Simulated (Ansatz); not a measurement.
# SiO$_{2}$: what the fields show

The calculation's input:

```
crystal:
  lattice:
    - [-6.479032, 6.479032, 2.567979]
    - [6.479032, -6.479032, 2.567979]
    - [6.479032, 6.479032, -2.567979]
  atoms:
    - { symbol: Si, position: [0.928721, 0.928721, 0.39962] }
    - { symbol: Si, position: [0.470899, 0.071279, 0.0] }
    - { symbol: Si, position: [0.5, 0.65439, 0.15439] }
    - { symbol: Si, position: [0.529101, 0.529101, 0.60038] }
    - { symbol: Si, position: [0.34561, 0.5, 0.84561] }
    - { symbol: Si, position: [0.65439, 0.5, 0.15439] }
    - { symbol: Si, position: [0.5, 0.34561, 0.84561] }
    - { symbol: Si, position: [0.071279, 0.470899, 0.0] }
    - { symbol: O, position: [0.25338, 0.25338, 0.841128] }
    - { symbol: O, position: [0.087972, 0.385696, 0.852641] }
    - { symbol: O, position: [0.252359, 0.252359, 0.46782] }
    - { symbol: O, position: [0.412252, 0.412252, 0.158872] }
    - { symbol: O, position: [0.215461, 0.747641, 0.0] }
    - { symbol: O, position: [0.235331, 0.533055, 0.147359] }
    - { symbol: O, position: [0.533055, 0.235331, 0.147359] }
    - { symbol: O, position: [0.784539, 0.784539, 0.53218] }
    - { symbol: O, position: [0.466945, 0.614304, 0.702276] }
    - { symbol: O, position: [0.912028, 0.764669, 0.297724] }
    - { symbol: O, position: [0.587748, 0.74662, 0.0] }
    - { symbol: O, position: [0.74662, 0.587748, 0.0] }
    - { symbol: O, position: [0.747641, 0.215461, 0.0] }
    - { symbol: O, position: [0.764669, 0.912028, 0.297724] }
    - { symbol: O, position: [0.614304, 0.466945, 0.702276] }
    - { symbol: O, position: [0.385696, 0.087972, 0.852641] }
kpoints:
  mp_grid: { grid: [4, 4, 4] }
scf:
  occupations: { method: fermi_dirac, width: 0.02 }
hamiltonian:
  xc: r2scan
  pseudopotentials: { kind: paw, frozen_core: stored }
output:
  forces: true
  stress: true
  populations: true
  efg: { quadrupole_moments_barn: { O: -0.02558 } }
  write_density: true
  write_potential: true
  elf: true
  volumetric_format: npy
```

Run with:

```sh
ansatz run input.yaml --threads 1 --pin off --max-ram 3072MiB --backend cpu --events-out ev --progress --plain --runs-dir out
```

Below, planes, directions and counts refer to the conventional cell (a = 12.96 Å, b = 12.96 Å, c = 5.14 Å, α = 90.00°, β = 90.00°, γ = 90.00°).

Space group I-42m; a structure from a database of computed crystals, not necessarily the ambient phase; not relaxed (largest force 0.6 eV/Å); computed pressure about −4 GPa in this cell.

Theory: DFT, r2SCAN, plane-wave PAW, default files, scalar-relativistic, frozen cores (Ansatz 0.2.0).

Core electrons are frozen (PAW), and the valence fields are smoothed inside the atomic spheres.

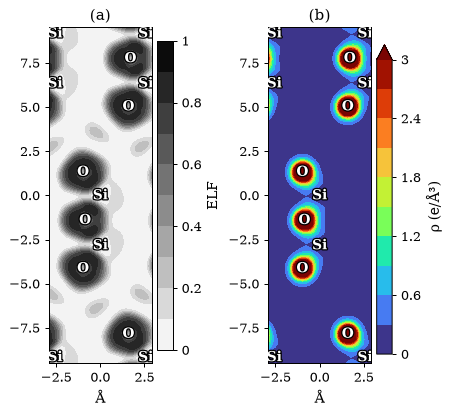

Figure 1. (a) ELF; (b) valence charge density (pseudo) on the (110) plane of the conventional cell.

Q: Describe what can be read from this map.

A:
- The plane passes through Si and O nuclei.
- Si–O (1.64 Å): ρ is about 1.2 e/Å³ halfway; the ELF peaks at about 0.85 between the atoms; a polar covalent bond.
- Si–O (1.66 Å): the density is about 1.2 e/Å³ at the midpoint; the ELF peaks at about 0.85 between the atoms, as expected for a polar covalent bond.
- Between the atoms the lowest density in this plane is 0.006 e/Å³.
- The ELF also peaks beside O, away from the bonds: lone-pair regions.

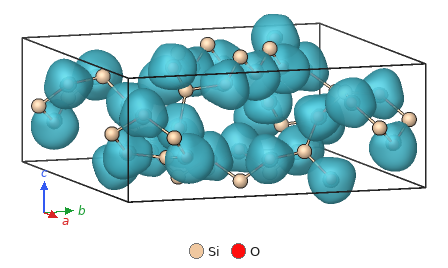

Figure 2. Isosurface of the ELF at 0.65 (cyan), seen slightly off an axis. Core shells and regions of very low density are left out. Sticks mark near contacts.

Q: Where are the electrons localised?

A: The ELF exceeds this value in 32 regions on O in which the atom's valence shell and bonds are merged, counted in one cell of 48 atoms. Any copies at cell faces, edges or corners count once.


Si–O (1.61 Å): the ELF peaks at about 0.85 between the atoms; a shared but strongly polarised pair. Si–O (1.65 Å): the ELF peaks at about 0.85 between the atoms (a shared but strongly polarised pair).

Q: Does the calculation give a band gap?

A: It is gapped, with a Kohn–Sham gap of 6.5 eV on the k-point mesh (the band edges may lie off the mesh, which would make the gap smaller).
